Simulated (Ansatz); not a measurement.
## Run report: Ga$_{45}$Al$_{19}$As$_{64}$, single-point calculation (part 3 of 3)

Continued. System: Ga$_{45}$Al$_{19}$As$_{64}$ (128 atoms in the cell). Method: DFT, HSE06 with spin-orbit coupling, PAW, plane waves (Ansatz 0.2.0); cutoff 420 eV, 1×1×1 k-mesh, Fermi–Dirac smearing of 0.01 eV. The structure was built on a prototype by a generator; it need not be a known phase.

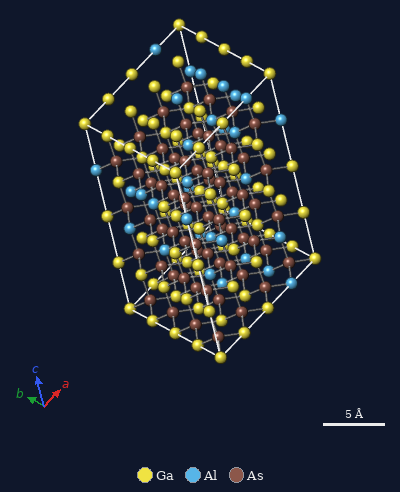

**Figure 1.** The structure (ball-and-stick view of the cell of the calculation, seen slightly off an axis).

### The program's output, continued
```
  site 105: m = (+0.0000, +0.0000, +0.0000) μB, |m| = 0.0000 μB  (R = 1.01 Å)
  site 106: m = (+0.0000, +0.0000, +0.0000) μB, |m| = 0.0000 μB  (R = 1.01 Å)
  site 107: m = (+0.0000, +0.0000, +0.0000) μB, |m| = 0.0000 μB  (R = 1.01 Å)
  site 108: m = (+0.0000, +0.0000, +0.0000) μB, |m| = 0.0000 μB  (R = 1.01 Å)
  site 109: m = (+0.0000, +0.0000, +0.0000) μB, |m| = 0.0000 μB  (R = 1.01 Å)
  site 110: m = (+0.0000, +0.0000, +0.0000) μB, |m| = 0.0000 μB  (R = 1.01 Å)
  site 111: m = (+0.0000, +0.0000, +0.0000) μB, |m| = 0.0000 μB  (R = 1.01 Å)
  site 112: m = (+0.0000, +0.0000, +0.0000) μB, |m| = 0.0000 μB  (R = 1.01 Å)
  site 113: m = (+0.0000, +0.0000, +0.0000) μB, |m| = 0.0000 μB  (R = 1.01 Å)
  site 114: m = (+0.0000, +0.0000, +0.0000) μB, |m| = 0.0000 μB  (R = 1.01 Å)
  site 115: m = (+0.0000, +0.0000, +0.0000) μB, |m| = 0.0000 μB  (R = 1.01 Å)
  site 116: m = (+0.0000, +0.0000, +0.0000) μB, |m| = 0.0000 μB  (R = 1.01 Å)
  site 117: m = (+0.0000, +0.0000, +0.0000) μB, |m| = 0.0000 μB  (R = 1.01 Å)
  site 118: m = (+0.0000, +0.0000, +0.0000) μB, |m| = 0.0000 μB  (R = 1.01 Å)
  site 119: m = (+0.0000, +0.0000, +0.0000) μB, |m| = 0.0000 μB  (R = 1.01 Å)
  site 120: m = (+0.0000, +0.0000, +0.0000) μB, |m| = 0.0000 μB  (R = 1.01 Å)
  site 121: m = (+0.0000, +0.0000, +0.0000) μB, |m| = 0.0000 μB  (R = 1.01 Å)
  site 122: m = (+0.0000, +0.0000, +0.0000) μB, |m| = 0.0000 μB  (R = 1.01 Å)
  site 123: m = (+0.0000, +0.0000, +0.0000) μB, |m| = 0.0000 μB  (R = 1.01 Å)
  site 124: m = (+0.0000, +0.0000, +0.0000) μB, |m| = 0.0000 μB  (R = 1.01 Å)
  site 125: m = (+0.0000, +0.0000, +0.0000) μB, |m| = 0.0000 μB  (R = 1.01 Å)
  site 126: m = (+0.0000, +0.0000, +0.0000) μB, |m| = 0.0000 μB  (R = 1.01 Å)
  site 127: m = (+0.0000, +0.0000, +0.0000) μB, |m| = 0.0000 μB  (R = 1.01 Å)
Free energy (F): -491318.437507 eV
Harris-Foulkes:  -491318.437507 eV  (|F-HF|=6.75e-9)
Internal energy: -491318.437507 eV  (E = F + TS)
E sigma→0 (E₀):  -491318.437507 eV
Fermi energy:    8.136000 eV
--- Per-component energies (eV) ---
  E_band       = -23539.457447
  E_kinetic    = 12214.063356
  E_local      = -228900.206947  (includes V_loc(G=0)·N_el)
  E_nonlocal   = -23525.901818
  E_hartree    = 116672.007557
  E_xc         = -7203.932879
  E_vxc        = -6610.988704  (∫ρ·V_xc dr)
  E_exx        = -6156.386532  (= α·E_x^exact, valence–valence)
  E_paw        = -211516.254987  (= ΣΔE_a)
  E_vpaw       = 2252.362368  (= ΣTr[D̂ρ^β])
  E_aug_tail   = -0.005949  (compensation charges beyond the density's cutoff)
  E_ewald      = -142857.455895
  E_core_change = -44.363613  (= ΣΔE_core)
  E_smearing   = -0.000000  (= −TS)
  E_closure    = 0.000199  (closes the sum)
  Σ components = -491318.437507   (vs F -491318.437507, Δ=0.00e0)
--- Forces (eV/Å), atoms counted from 1 ---
  atom   1  Ga    -0.02019631    -0.01352879    -0.00801257
  atom   2  Ga    -0.00551991    -0.00412649     0.00288987
  atom   3  Ga    -0.01782196    -0.01588667    -0.01404599
  atom   4  Ga    -0.00201960     0.00886363    -0.01128196
  atom   5  Ga    -0.00672927    -0.00720362    -0.01235818
  atom   6  Ga     0.00274542    -0.00917415    -0.01153492
  atom   7  Ga     0.01549773    -0.00362031     0.00696498
  atom   8  Ga    -0.00744699    -0.00087894    -0.01647931
  atom   9  Ga    -0.00575311    -0.00712617    -0.00235113
  atom  10  Ga    -0.01977689     0.00199122    -0.01652362
  atom  11  Ga    -0.00918541    -0.00899173    -0.00571058
  atom  12  Ga    -0.00992014    -0.01814792    -0.01890401
  atom  13  Ga    -0.00235577    -0.00073529    -0.00630917
  atom  14  Ga    -0.00584157     0.00969485     0.00884641
  atom  15  Ga    -0.00523438    -0.01493932    -0.01575393
  atom  16  Ga     0.00280049     0.00353443    -0.01173844
  atom  17  Ga     0.00243678    -0.01309598    -0.01934945
  atom  18  Ga    -0.00725131    -0.01811628    -0.00723741
  atom  19  Ga    -0.00434680    -0.00780791    -0.00628648
  atom  20  Ga    -0.00204704     0.00829085    -0.00086615
  atom  21  Ga    -0.01118379    -0.01936927    -0.01105736
  atom  22  Ga     0.00384972     0.00424158     0.00058439
  atom  23  Ga    -0.00366152     0.01217273     0.01325740
  atom  24  Ga    -0.01487362    -0.00968944    -0.00744197
  atom  25  Ga    -0.01376534    -0.01932378     0.00145775
  atom  26  Ga     0.00019729    -0.00503281     0.00489578
  atom  27  Ga    -0.01029839    -0.00984011    -0.00145283
  atom  28  Ga    -0.01266417    -0.01621737    -0.01238625
  atom  29  Ga    -0.00969329     0.00928820     0.00750451
  atom  30  Ga     0.00312384     0.00826996     0.00646920
  atom  31  Ga    -0.02964798     0.00366933    -0.01695666
  atom  32  Ga    -0.01690415    -0.01938311    -0.01160816
  atom  33  Ga    -0.00156388    -0.00201993     0.00008052
  atom  34  Ga    -0.00851813    -0.00434812     0.00022262
  atom  35  Ga     0.00104078     0.00149199     0.00072513
  atom  36  Ga     0.00675599    -0.01240282    -0.00079435
  atom  37  Ga    -0.00172782    -0.01455615    -0.00035106
  atom  38  Ga    -0.00050301     0.01630867     0.00079084
  atom  39  Ga    -0.00660859    -0.01394927    -0.00219018
  atom  40  Ga     0.00843423    -0.01442334     0.00005376
  atom  41  Ga    -0.01875538    -0.01943052    -0.01555436
  atom  42  Ga    -0.00526700    -0.00535977     0.00383412
  atom  43  Ga    -0.01717812    -0.01319014    -0.01739449
  atom  44  Ga    -0.00558369    -0.01295617    -0.00567227
  atom  45  Ga    -0.00472059    -0.01610071    -0.01316266
  atom  46  Al    -0.00182854    -0.00235155     0.03141746
  atom  47  Al     0.01961267     0.02741459     0.00903191
  atom  48  Al     0.02179056     0.02059087     0.01650248
  atom  49  Al    -0.00747919     0.00439698     0.02423731
  atom  50  Al     0.03537161     0.00393281     0.00577660
  atom  51  Al     0.01994921     0.00634872     0.01150933
  atom  52  Al     0.01640476     0.01636144     0.01704833
  atom  53  Al     0.01747793     0.02396278    -0.00162036
  atom  54  Al     0.03145142     0.02177594     0.00614880
  atom  55  Al     0.00962759     0.01794764     0.00962759
  atom  56  Al     0.02606478     0.00444713     0.02260640
  atom  57  Al     0.02307720     0.00927007     0.00166852
  atom  58  Al     0.02105638     0.02009271    -0.00263547
  atom  59  Al     0.00527236     0.00649071     0.00399914
  atom  60  Al     0.00002417     0.02209214     0.00684939
  atom  61  Al    -0.00149684     0.01169710     0.02275161
  atom  62  Al     0.03657686     0.01861376    -0.00564006
  atom  63  Al     0.02063987    -0.00689783     0.02249238
  atom  64  Al     0.00156396     0.00164881    -0.00905059
  atom  65  As     0.01758424     0.01136106     0.00758119
  atom  66  As    -0.05377091     0.02771599     0.03414959
  atom  67  As     0.02381700     0.00656496     0.01310433
  atom  68  As    -0.01860520     0.07493717    -0.04516243
  atom  69  As    -0.02543990    -0.01417334    -0.02828918
  atom  70  As    -0.02769856     0.03536806    -0.03654613
  atom  71  As     0.00405138     0.00795976     0.00621130
  atom  72  As     0.05299246    -0.01180308    -0.02781096
  atom  73  As     0.05433694    -0.00431026    -0.04912814
  atom  74  As    -0.00978634     0.01435985    -0.07161608
  atom  75  As    -0.00356365    -0.02652405    -0.03112076
  atom  76  As     0.03531179     0.04303508    -0.04569936
  atom  77  As     0.02798421    -0.05651158     0.03285127
  atom  78  As     0.03964723    -0.03214208    -0.04723142
  atom  79  As     0.00387699     0.01647261     0.01367238
  atom  80  As     0.00639939     0.00991194     0.00652240
  atom  81  As     0.00114200     0.00246291     0.01530340
  atom  82  As     0.03708225     0.03215306    -0.03831002
  atom  83  As    -0.05625615     0.02448959     0.02834914
  atom  84  As     0.00188694    -0.05470650     0.02106024
  atom  85  As     0.01029506     0.00780738     0.01380722
  atom  86  As     0.03040376     0.02832514    -0.06002128
  atom  87  As    -0.01935726    -0.00419863    -0.01914751
  atom  88  As     0.03593290     0.02180324    -0.03740773
  atom  89  As    -0.07607686     0.00995018     0.02672598
  atom  90  As     0.03554253    -0.03417147     0.03797315
  atom  91  As     0.00749368     0.00970452     0.00052790
  atom  92  As     0.01896286     0.03253184    -0.05578297
  atom  93  As     0.00032623    -0.01152867    -0.01416481
  atom  94  As     0.02038720    -0.05723588     0.02772845
  atom  95  As    -0.03744306     0.03672032    -0.04219354
  atom  96  As    -0.03705533     0.03650850     0.03385245
  atom  97  As     0.01159217     0.00895645     0.00737772
  atom  98  As     0.06314070    -0.02103740    -0.03246922
  atom  99  As    -0.03019312    -0.03542780     0.05000205
  atom 100  As    -0.01983916    -0.01463272    -0.00351003
  atom 101  As     0.00544269     0.00280385     0.01215801
  atom 102  As     0.00206701     0.01956470     0.00545050
  atom 103  As    -0.02685293    -0.02700262     0.06522174
  atom 104  As     0.00947976     0.01355986     0.01092574
  atom 105  As     0.04762412    -0.03987921     0.02307208
  atom 106  As    -0.06455435     0.03199205     0.03023072
  atom 107  As    -0.00962345    -0.00772168    -0.00106386
  atom 108  As    -0.00786499     0.00833204    -0.00308917
  atom 109  As    -0.08814980    -0.00932290    -0.01129141
  atom 110  As    -0.04080821     0.02766404     0.03808878
  atom 111  As     0.00951986     0.00896783     0.00547228
  atom 112  As    -0.03209899     0.03328096    -0.02999795
  atom 113  As     0.00538115    -0.00093483     0.00184643
  atom 114  As     0.02180915    -0.04405855    -0.04426805
  atom 115  As    -0.05009819     0.03501017     0.02368178
  atom 116  As    -0.05339545     0.03328350     0.02885324
  atom 117  As    -0.01035506     0.00272780    -0.01276950
  atom 118  As     0.01878927    -0.04971514     0.02994725
  atom 119  As     0.01040029     0.01626314    -0.06336721
  atom 120  As     0.04062635    -0.06583286     0.03501500
  atom 121  As    -0.01590829     0.04821802    -0.01945429
  atom 122  As    -0.02971409    -0.00047475     0.06934404
  atom 123  As     0.03692774    -0.06354653     0.04429766
  atom 124  As     0.02017492     0.01915307     0.01796564
  atom 125  As    -0.02059347    -0.03564485     0.07117195
  atom 126  As     0.03445631     0.02678139    -0.03601820
  atom 127  As     0.04022321    -0.05521190     0.05309551
  atom 128  As     0.00448083     0.00632216     0.01373004
  max |Σ_I F_I| component: 4.52e-5 eV/Å
--- Band table (eV) ---
  k-point 0: bands = ["-31.5855", "-31.5855", "-31.5850", "-31.5850", "-31.5840", "-31.5840", "-31.5834", "-31.5834", "-31.5821", "-31.5821", ... 1714 levels left out ..., "11.3846", "11.3846", "11.3944", "11.3944", "11.4577", "11.4577", "11.4910", "11.4910", "11.5373", "11.5373", "11.5388", "11.5388", "11.8026", "11.8026", "11.9482", "11.9482", "11.9501", "11.9501", "12.4104", "12.4104", "12.4513", "12.4513", "12.4594", "12.4594", "12.4772", "12.4772", "12.5220", "12.5220", "12.5472",
      "12.5472", "12.5764", "12.5764", "12.5833", "12.5833", "12.6049", "12.6049", "12.6152", "12.6152", "12.6272", "12.6272", "12.6415", "12.6415", "12.6539", "12.6539", "12.6616", "12.6616", "12.6668", "12.6668", "12.6799", "12.6799", "12.6847", "12.6847", "12.6917", "12.6917", "12.6964", "12.6964", "12.7056", "12.7056", "12.7186", "12.7186", "12.7267", "12.7267", "12.7386", "12.7386", "12.7529", "12.7529", "12.7604", "12.7604", "12.7694",
      "12.7694", "12.7742", "12.7742", "12.7803", "12.7803", "12.7854", "12.7854", "12.7933", "12.7933", "12.7997", "12.7997", "12.8032", "12.8032", "12.8070", "12.8070", "12.8208", "12.8208", "12.8252", "12.8252", "12.8336", "12.8336", "12.8444", "12.8444", "12.8586", "12.8586", "12.8700", "12.8700", "12.8801", "12.8801", "12.8913", "12.8913", "12.9050", "12.9050", "12.9152", "12.9152", "12.9295", "12.9295", "12.9395", "12.9395", "12.9500",
      "12.9500", "12.9802", "12.9802", "12.9989", "12.9989", "13.0192", "13.0192", "13.0471", "13.0471", "13.0596", "13.0596", "13.0820", "13.0820", "13.1199", "13.1199", "13.1340", "13.1340", "13.1821", "13.1821", "13.2111", "13.2111", "13.2252", "13.2252", "13.2521", "13.2521", "13.2677", "13.2677", "13.3747", "13.3747", "13.5975", "13.5975", "13.6066", "13.6066", "13.6120", "13.6120", "13.6595", "13.6595", "13.6722", "13.6722", "13.6800",
      "13.6800", "13.7457", "13.7457", "13.7572", "13.7572", "13.7646", "13.7646", "13.7797", "13.7797", "13.7867", "13.7867", "13.7992", "13.7992", "13.8107", "13.8107", "13.8143", "13.8143", "13.8234", "13.8234", "13.8319", "13.8319", "13.8424", "13.8424", "13.8472", "13.8472", "13.8554", "13.8554", "13.8624", "13.8624", "13.8678", "13.8678", "13.8732", "13.8732", "13.8817", "13.8817", "13.8885", "13.8885", "13.8928", "13.8928", "13.9041",
      "13.9041", "13.9116", "13.9116", "13.9179", "13.9179", "13.9255", "13.9255", "13.9329", "13.9329", "13.9411", "13.9411"]
--- Löwdin populations: 128 sites ---
  site symbol       q [e]
     0     Ga     12.8769
     1     Ga     12.8813
     2     Ga     12.8777
     3     Ga     12.8759
     4     Ga     12.8800
     5     Ga     12.8765
     6     Ga     12.8785
     7     Ga     12.8764
     8     Ga     12.8794
     9     Ga     12.8785
    10     Ga     12.8780
    11     Ga     12.8795
    12     Ga     12.8811
    13     Ga     12.8783
    14     Ga     12.8805
    15     Ga     12.8805
    16     Ga     12.8792
    17     Ga     12.8799
    18     Ga     12.8824
    19     Ga     12.8791
    20     Ga     12.8773
    21     Ga     12.8779
    22     Ga     12.8742
    23     Ga     12.8794
    24     Ga     12.8760
    25     Ga     12.8782
    26     Ga     12.8771
    27     Ga     12.8796
    28     Ga     12.8787
    29     Ga     12.8784
    30     Ga     12.8775
    31     Ga     12.8786
    32     Ga     12.8809
    33     Ga     12.8784
    34     Ga     12.8792
    35     Ga     12.8758
    36     Ga     12.8798
    37     Ga     12.8778
    38     Ga     12.8747
    39     Ga     12.8748
    40     Ga     12.8770
    41     Ga     12.8770
    42     Ga     12.8764
    43     Ga     12.8768
    44     Ga     12.8774
    45     Al      2.5674
    46     Al      2.5622
    47     Al      2.5649
    48     Al      2.5672
    49     Al      2.5618
    50     Al      2.5613
    51     Al      2.5647
    52     Al      2.5643
    53     Al      2.5660
    54     Al      2.5641
    55     Al      2.5649
    56     Al      2.5655
    57     Al      2.5659
    58     Al      2.5643
    59     Al      2.5642
    60     Al      2.5617
    61     Al      2.5637
    62     Al      2.5646
    63     Al      2.5611
    64     As     15.0728
    65     As     15.1542
    66     As     15.0722
    67     As     15.2362
    68     As     15.1544
    69     As     15.3165
    70     As     15.0744
    71     As     15.2354
    72     As     15.2366
    73     As     15.2362
    74     As     15.1548
    75     As     15.1548
    76     As     15.1545
    77     As     15.3157
    78     As     15.0734
    79     As     15.0728
    80     As     15.0737
    81     As     15.1539
    82     As     15.1556
    83     As     15.2344
    84     As     15.0723
    85     As     15.1547
    86     As     15.1547
    87     As     15.1525
    88     As     15.2362
    89     As     15.1553
    90     As     15.0748
    91     As     15.2352
    92     As     15.1540
    93     As     15.2361
    94     As     15.3170
    95     As     15.1545
    96     As     15.0749
    97     As     15.2354
    98     As     15.2368
    99     As     15.1538
   100     As     15.0741
   101     As     15.0739
   102     As     15.2346
   103     As     15.0750
   104     As     15.1548
   105     As     15.1565
   106     As     15.1521
   107     As     15.3161
   108     As     15.2373
   109     As     15.1524
   110     As     15.0740
   111     As     15.3152
   112     As     15.0743
   113     As     15.3168
   114     As     15.1559
   115     As     15.1556
   116     As     15.1559
   117     As     15.1549
   118     As     15.2352
   119     As     15.1538
   120     As     15.2370
   121     As     15.2361
   122     As     15.1550
   123     As     15.0735
   124     As     15.2356
   125     As     15.1532
   126     As     15.1546
   127     As     15.0722
  spilling = 0.001808 (of n_electrons = 1602.000000)
```

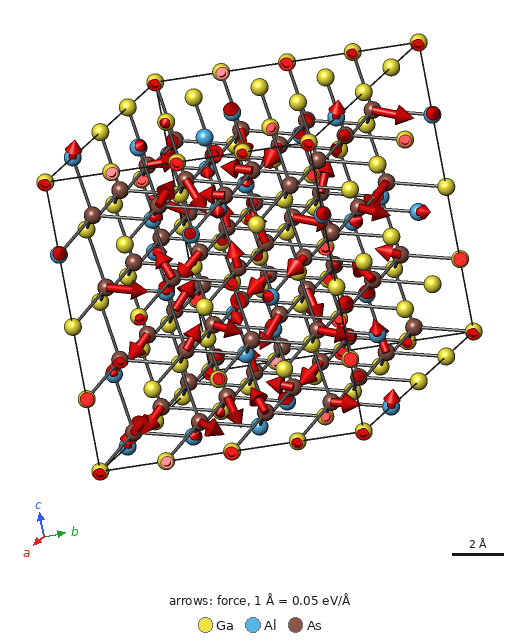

**Figure 2.** Forces on the atoms as red arrows (ball-and-stick view of the cell of the calculation, seen slightly off an axis); the smallest are left out. The largest act on As68, As109, As123, As127 (0.09 eV/Å); As89, As120, As125 (0.08 eV/Å); As103, As106, As122 (0.08 eV/Å); As66, As73, As74, As76, As77, As78 and 4 more (0.07 eV/Å), among others. Atoms are counted from 1 in the order of the input and aren't labelled in the picture. The geometry is not a stationary point of this energy.

### Results in brief

- outcome: converged
- space group (tolerance 0.01 Å): P1 (1)
- electrons treated: 1602
- free energy: −491318.4375 eV
- Fermi energy: 8.136 eV
- largest force (length of the vector): 0.089 eV/Å
- wall time: 35 min (CPU time 4.6 h)
- peak memory: 62 GiB
